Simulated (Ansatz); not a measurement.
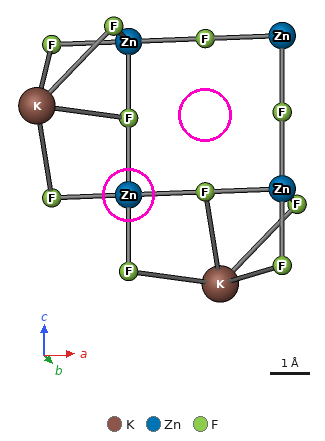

Perfect KZnF3. A ball-and-stick model of the atoms within 4.6 Å of one point, in a slice 3.4 Å thick across the line of sight, seen from a free direction.

Level of theory: DFT, PBEsol, PAW, plane waves (Ansatz). Set-up: plane-wave cutoff 420 eV; k-point mesh 1 × 1 × 1; mesh shifted by (0.25, 0.25, 0.25); no spin polarisation. Fermi-Dirac smearing of 0.01 eV. A uniform background neutralises the charged cell. The axes drawn are those of the host's conventional cell.

A zinc atom is replaced by potassium and an extra zinc atom is put between the host's atoms (an interstitial), the two sites 2.9 Å apart at the ringed places, in charge state +1. The supercell has 40 sites, and the atoms are relaxed at the host's cell.

Q: Predict the relaxed surroundings of the defect.

A: In the host the Zn atom has 6 F at 2.03 Å; the K atom ends with 5 F at 2.35 to 2.60 Å. The Zn atom starts with 4 F at 2.02 to 2.03 Å, 2 K at 2.02 to 2.03 Å around its place and ends with 5 F at 1.91 to 2.08 Å. Of the host's atoms, a fluorine atom moves furthest from its site, by 1.58 Å. The K atom itself moves 1.20 Å from where it was put. The Zn atom itself moves 1.30 Å from where it was put.

The relaxed defect, seen from the same direction:

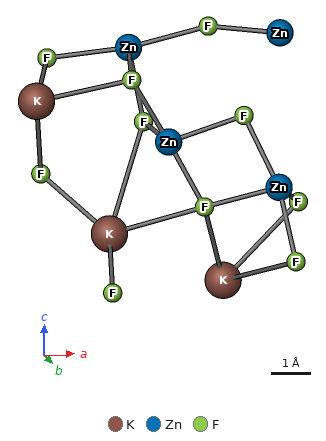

Limits of the set-up: the periodic images lie only 8.1 Å apart, so the values are limited by the cell's size; the cell is charged, on a uniform background, and energies carry no finite-size correction.
